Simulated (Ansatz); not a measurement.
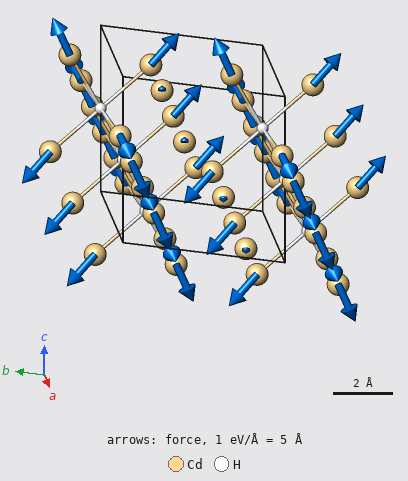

Starting geometry of solid Cd8H (set up in P-3m1) with the computed forces as blue arrows. Style: ball-and-stick. Shown: the cell of the calculation, repeated 2 × 1 × 1 with one cell outlined, from a free direction.

Case: 1 H put on empty site 1 of 4 host cells, relaxed.

Level of theory: Ansatz 0.2.0, DFT PBE, scalar-relativistic, plane waves, PAW. Settings: plane-wave cutoff 420 eV; k-point mesh 6 × 6 × 6; occupations gaussian; smearing width 0.1 eV; no spin polarisation; cell and atoms relaxed; force threshold 0.025 eV/Å; at most 70 steps.

> What follows when this structure is relaxed?

It isn't relaxed: the largest force vector, on Cd atoms, is 0.30 eV/Å. The final displacements follow the starting forces only in part (cosine between the two patterns 0.65). Over 3 accepted moves (4 points after the start) the energy falls by 11.9 meV per atom. Largest force component: 0.22 eV/Å at the start, 0.0069 eV/Å at the end. Pressure: 1.91 GPa at the start and 0.01 GPa at the end. At 1 point the geometry stayed and the basis and grid were re-selected for the new cell (energy shift of 0.3 meV per atom at most each time). The largest moves relative to the cell, 0.12 Å, are those of Cd atoms. H stays in place. The drawn cell changes as follows: a = b 5.996 → 6.081 Å (+1.4 %), c 5.935 → 5.956 Å (+0.4 %); the volume changes by +3.2 %. Near-neighbour distances that change, for instance: Cd–H 2.280 → 2.378 Å. The space group stays P-3m1 (No. 164). The run took 93 s on 2 threads of Arm Neoverse V1 (shared host), peak memory 0.77 GiB.
